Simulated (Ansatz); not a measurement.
**Geometry relaxation, with input and output: NiSi (part 2 of 2)**

The same run, continued: NiSi (P2₁3, 8 atoms in the cell); DFT r2SCAN, scalar-relativistic, plane waves, PAW, no spin polarisation (Ansatz 0.2.0); cutoff 500 eV, 8×8×8 k-mesh, Gaussian smearing of 0.1 eV. The structure derives from a Materials Project entry.

Geometry of the input (Å; fractional positions):
```
4.5525  0.0000  0.0000
0.0000  4.5525  0.0000
0.0000  0.0000  4.5525
Si 0.6533  0.1533  0.3467
Si 0.1533  0.3467  0.6533
Si 0.3467  0.6533  0.1533
Si 0.8467  0.8467  0.8467
Ni 0.3521  0.8521  0.6479
Ni 0.8521  0.6479  0.3521
Ni 0.6479  0.3521  0.8521
Ni 0.1479  0.1479  0.1479
```

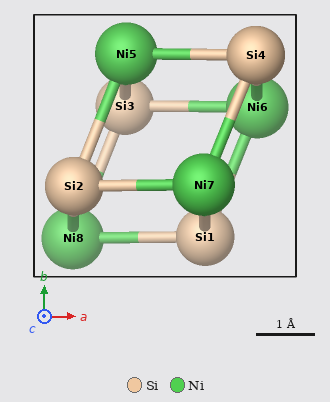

Fig. 1: The geometry at step 2 of the log (ball-and-stick view of the cell of the calculation, along the c axis; atoms are numbered from 1 in the order of the input).

```
SCF converged after 2 iterations
Free energy (F): -25940.193497 eV
Harris-Foulkes:  -25940.193497 eV  (|F-HF|=3.45e-9)
Internal energy: -25940.182848 eV  (E = F + TS)
E sigma→0 (E₀):  -25940.188172 eV
Entropy (-TS):   -0.010649 eV (-1.331 meV/atom)
Fermi energy:    15.732577 eV
--- Per-component energies (eV) ---
  E_band       = -1329.692603
  E_kinetic    = 1308.166729
  E_local      = -17558.726269  (includes V_loc(G=0)·N_el)
  E_nonlocal   = 2665.808041
  E_hartree    = 7582.208099
  E_xc         = -526.549302
  E_vxc        = -677.539678  (∫ρ·V_xc dr)
  E_paw        = -8666.620325  (= ΣΔE_a)
  E_vpaw       = -2276.011243  (= ΣTr[D̂ρ^β])
  E_aug_tail   = 0.000881  (compensation charges beyond the density's cutoff)
  E_vtau       = 44.207800  (kinetic-family band-sum trace: ∫τ·v_τ [+ j·A + Jᵃ·Aᵃ] dr)
  E_ewald      = -10742.964696
  E_core_change = -1.506006  (= ΣΔE_core)
  E_smearing   = -0.010649  (= −TS)
  E_closure    = -0.000000  (closes the sum)
  Σ components = -25940.193497   (vs F -25940.193497, Δ=0.00e0)
--- Forces (eV/Å), atoms counted from 1 ---
  atom   1  Si     0.00141669     0.00141669    -0.00141669
  atom   2  Si     0.00141669    -0.00141669     0.00141669
  atom   3  Si    -0.00141669     0.00141669     0.00141669
  atom   4  Si    -0.00141669    -0.00141669    -0.00141669
  atom   5  Ni    -0.00122796    -0.00122796     0.00122796
  atom   6  Ni    -0.00122796     0.00122796    -0.00122796
  atom   7  Ni     0.00122796    -0.00122796    -0.00122796
  atom   8  Ni     0.00122796     0.00122796     0.00122796
  max |Σ_I F_I| component: 1.48e-16 eV/Å
--- Stress (GPa, compression-positive) ---
      -10.252292       0.000000      -0.000000
        0.000000     -10.252292       0.000000
       -0.000000      -0.000000     -10.252292
  P = ⅓ Tr σ = -10.2523 GPa (-102.523 kbar)
--- Band table (eV; the first three rows and the last of 45) ---
  k-point 0: bands = ["-91.9896", "-91.9852", "-91.9852", "-91.9852", "-51.0203", "-51.0203", "-51.0203", "-51.0021", "-50.8894", "-50.8894", "-50.8894", "-50.8724", "-50.8724", "-50.8659", "-50.8659", "-50.8659", "1.0933", "6.7007", "6.7007", "6.7007", "9.3170", "9.3170", "9.3170", "11.0931", "11.0931", "11.0931", "11.6821", "11.6857", "11.6857", "12.0395", "12.0395", "12.0395", "12.3814", "12.3814", "12.3814", "13.4517", "13.4517", "13.4517", "13.5415", "13.5415", "14.1488", "14.1488", "14.1488", "16.7779", "16.7779", "16.7779", "17.1430", "17.1430", "17.7814", "17.7814", "17.7814", "19.4046", "20.4564"]
  k-point 1: bands = ["-91.9895", "-91.9857", "-91.9851", "-91.9848", "-51.0218", "-51.0205", "-51.0180", "-51.0026", "-50.8921", "-50.8901", "-50.8859", "-50.8723", "-50.8717", "-50.8668", "-50.8664", "-50.8653", "1.2085", "5.8689", "6.7809", "7.2770", "8.9076", "9.3826", "9.9397", "10.5252", "10.8664", "11.5677", "11.5848", "11.7106", "11.8518", "12.0012", "12.0428", "12.0483", "12.2964", "12.3587", "12.5601", "13.3492", "13.3496", "13.5183", "13.5478", "13.6027", "14.0009", "14.1093", "14.4582", "16.1739", "16.3291", "16.6114", "16.7761", "17.4876", "18.0028", "18.0687", "18.3316", "19.6617", "19.8235"]
  k-point 2: bands = ["-91.9891", "-91.9863", "-91.9850", "-91.9846", "-51.0226", "-51.0210", "-51.0153", "-51.0041", "-50.8940", "-50.8917", "-50.8820", "-50.8720", "-50.8701", "-50.8679", "-50.8678", "-50.8651", "1.5513", "4.8437", "7.0149", "7.7223", "8.7895", "9.5277", "9.9039", "10.4532", "10.6007", "11.2837", "11.7715", "11.7758", "12.0139", "12.0568", "12.0573", "12.0856", "12.2839", "12.3694", "12.6629", "13.1216", "13.3004", "13.4573", "13.5693", "13.6368", "13.9437", "13.9960", "14.9693", "15.7918", "15.8142", "15.9922", "16.5461", "17.8701", "18.3433", "18.3449", "19.0965", "19.8299", "20.2815"]
  k-point 44: bands = ["-91.9863", "-91.9863", "-91.9863", "-91.9863", "-51.0160", "-51.0160", "-51.0160", "-51.0160", "-50.8877", "-50.8877", "-50.8877", "-50.8877", "-50.8648", "-50.8648", "-50.8648", "-50.8648", "5.3659", "5.3659", "5.3659", "5.3659", "7.8473", "7.8473", "7.8473", "7.8473", "11.7283", "11.7283", "11.7283", "11.7283", "11.9544", "11.9544", "11.9544", "11.9544", "13.1253", "13.1253", "13.1253", "13.1253", "13.1593", "13.1593", "13.1593", "13.1593", "13.9666", "13.9666", "13.9666", "13.9666", "20.0927", "20.0927", "20.0927", "20.0927", "20.3806", "20.3806", "20.3806", "20.3806", "22.5120"]
--- Relaxed structure (3 steps of the walk, 3 accepted, 0 SCFs on fresh bases) ---
  F+E_penalty+E_count = -25940.19349664 eV   max|allowed force component| = 1.417e-3 eV/Å
  atoms:
    - { symbol: Si, position: [0.653638483165283, 0.15363848316528303, 0.3463615168347169] }
    - { symbol: Si, position: [0.15363848316528303, 0.3463615168347169, 0.653638483165283] }
    - { symbol: Si, position: [0.3463615168347169, 0.653638483165283, 0.15363848316528303] }
    - { symbol: Si, position: [0.8463615168347169, 0.8463615168347169, 0.8463615168347169] }
    - { symbol: Ni, position: [0.3531694497771623, 0.8531694497771624, 0.6468305502228375] }
    - { symbol: Ni, position: [0.8531694497771624, 0.6468305502228375, 0.3531694497771623] }
    - { symbol: Ni, position: [0.6468305502228375, 0.3531694497771623, 0.8531694497771624] }
    - { symbol: Ni, position: [0.14683055022283764, 0.14683055022283764, 0.14683055022283764] }
```

Trajectory as extended XYZ (Å, eV, eV/Å), 3 frames, from step=1 to step=3:
```
8
Lattice="4.5525 0.0000 0.0000 0.0000 4.5525 0.0000 0.0000 0.0000 4.5525" Properties=species:S:1:pos:R:3:forces:R:3 step=1 energy=-25940.19297
Si    2.9740    0.6977    1.5785    0.0125   0.0125  -0.0125
Si    0.6977    1.5785    2.9740    0.0125  -0.0125   0.0125
Si    1.5785    2.9740    0.6977   -0.0125   0.0125   0.0125
Si    3.8548    3.8548    3.8548   -0.0125  -0.0125  -0.0125
Ni    1.6029    3.8792    2.9496    0.0143   0.0143  -0.0143
Ni    3.8792    2.9496    1.6029    0.0143  -0.0143   0.0143
Ni    2.9496    1.6029    3.8792   -0.0143   0.0143   0.0143
Ni    0.6733    0.6733    0.6733   -0.0143  -0.0143  -0.0143
8
Lattice="4.5525 0.0000 0.0000 0.0000 4.5525 0.0000 0.0000 0.0000 4.5525" Properties=species:S:1:pos:R:3:forces:R:3 step=2 energy=-25940.19310
Si    2.9744    0.6981    1.5781    0.0093   0.0093  -0.0093
Si    0.6981    1.5781    2.9744    0.0093  -0.0093   0.0093
Si    1.5781    2.9744    0.6981   -0.0093   0.0093   0.0093
Si    3.8544    3.8544    3.8544   -0.0093  -0.0093  -0.0093
Ni    1.6034    3.8797    2.9491    0.0130   0.0130  -0.0130
Ni    3.8797    2.9491    1.6034    0.0130  -0.0130   0.0130
Ni    2.9491    1.6034    3.8797   -0.0130   0.0130   0.0130
Ni    0.6728    0.6728    0.6728   -0.0130  -0.0130  -0.0130
8
Lattice="4.5525 0.0000 0.0000 0.0000 4.5525 0.0000 0.0000 0.0000 4.5525" Properties=species:S:1:pos:R:3:forces:R:3 step=3 energy=-25940.19350
Si    2.9757    0.6994    1.5768    0.0014   0.0014  -0.0014
Si    0.6994    1.5768    2.9757    0.0014  -0.0014   0.0014
Si    1.5768    2.9757    0.6994   -0.0014   0.0014   0.0014
Si    3.8531    3.8531    3.8531   -0.0014  -0.0014  -0.0014
Ni    1.6078    3.8841    2.9447   -0.0012  -0.0012   0.0012
Ni    3.8841    2.9447    1.6078   -0.0012   0.0012  -0.0012
Ni    2.9447    1.6078    3.8841    0.0012  -0.0012  -0.0012
Ni    0.6684    0.6684    0.6684    0.0012   0.0012   0.0012
```

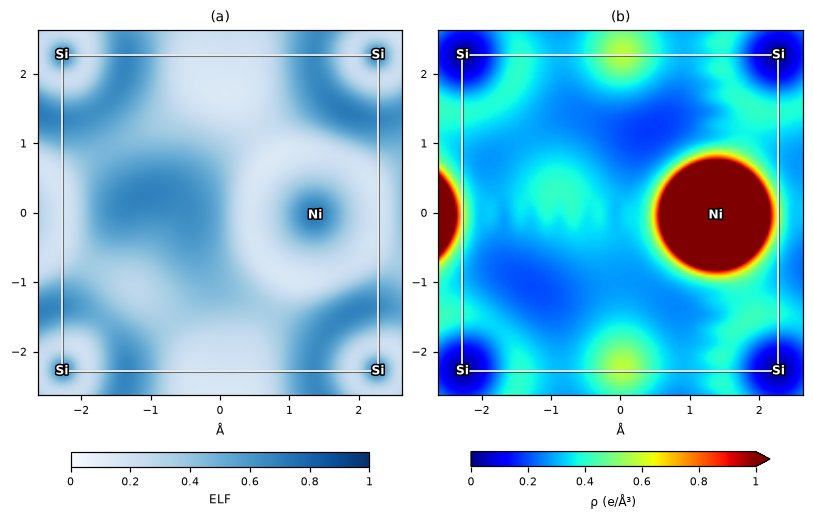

Fig. 2: (a) ELF; (b) valence pseudo-density on the (100) plane of the conventional cell. The section cuts through Si and Ni sites. Si–Ni (2.42 Å): the density is about 0.39 e/Å³ at the midpoint; the ELF is about 0.45 at the midpoint. Si–Ni (2.48 Å): the density is about 0.37 e/Å³ at the midpoint; the ELF is about 0.50 at the midpoint. Away from the nuclei the density in this plane falls to 0.18 e/Å³ at its lowest. The strong features right at Ni lie inside the PAW spheres (semicore, d or f shells) and say nothing about bonding. The fields are those of the smooth PAW valence density.

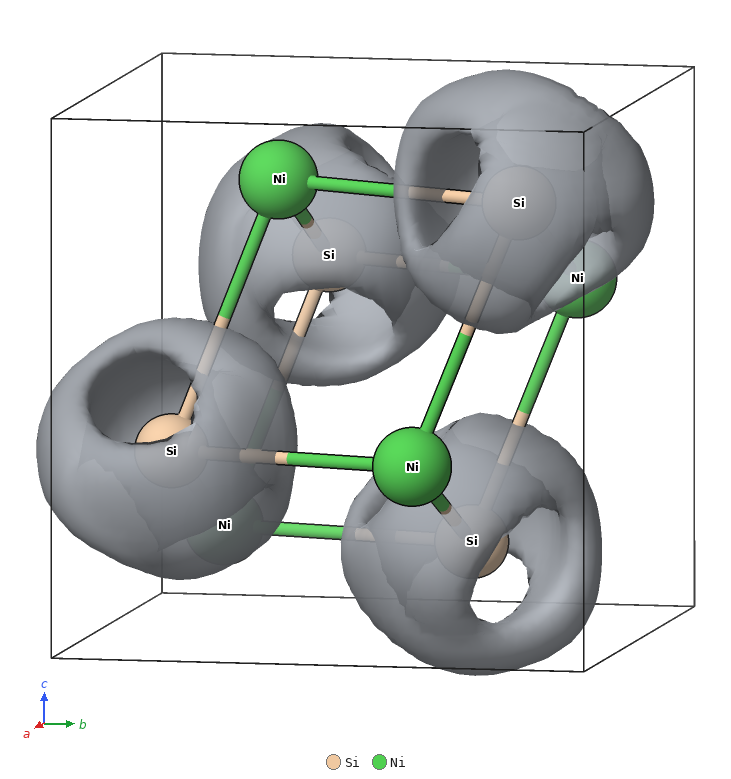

Fig. 3: Isosurface of the ELF at 0.6 (grey), seen slightly off an axis. Core shells and regions of very low density are left out. Sticks mark near contacts. The outline is the cell set on symmetry axes. Values along the shortest contacts: Si–Ni (2.37 Å): the ELF is about 0.45 at the midpoint. Si–Ni (2.42 Å): the ELF is about 0.45 at the midpoint.

Key numbers:

- outcome: converged
- space group (tolerance 0.01 Å): P2₁3 (198)
- electrons treated: 88
- free energy: −25940.1935 eV
- Fermi energy: 15.733 eV
- gap on the k-point mesh: none (metallic)
- pressure: −10.25 GPa
- final volume: 94.35 Å³
- largest force (length of the vector) at the end: 0.002 eV/Å
- final cell: a = 4.553 Å, b = 4.553 Å, c = 4.553 Å, α = 90.00°, β = 90.00°, γ = 90.00°
- wall time: 57 s (CPU time 3.4 min)
- peak memory: 0.82 GiB

Notes:

The program warns: the SCF threshold is looser than advised for the printed stress. The run has no spin polarisation, so a magnetic state may lie lower. The cell is under a tension of 10.3 GPa at this level, so it is not at its equilibrium volume.
